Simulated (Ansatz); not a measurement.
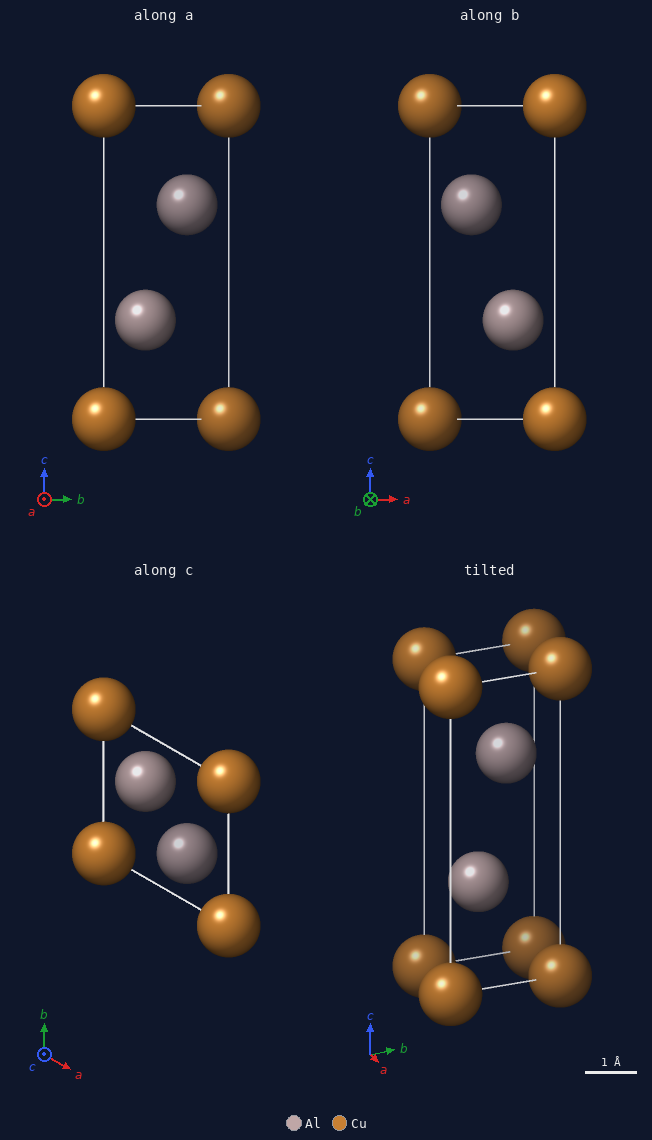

An orthographic spheres-only view of the structure, along the a axis, along the b axis, along the c axis and slightly off an axis. Atoms at the boundary of the conventional unit cell (the box) are drawn once for each face, edge or corner they touch.

Lattice parameters: a = 2.866 Å, b = 2.866 Å, c = 6.227 Å, α = 90.00°, β = 90.00°, γ = 120.00°. Put a along x and b in the xy plane.

Set out the cell and atoms as a POSCAR file, with free fractional coordinates to two decimals.

Answer.
```
Al Cu
1.0
     2.866    0.000    0.000
    -1.433    2.482    0.000
     0.000    0.000    6.227
Al Cu
2 1
Direct
  0.3333 0.6667 0.68
  0.6667 0.3333 0.32
  0.00 0.00 0.00
```

The model was built from a structure type filled with these elements by a generator (whether the compound takes this form wasn't checked). Earlier steps of the study may have refined or changed the cell and positions. Ansatz was used for an electronic-structure calculation on it.
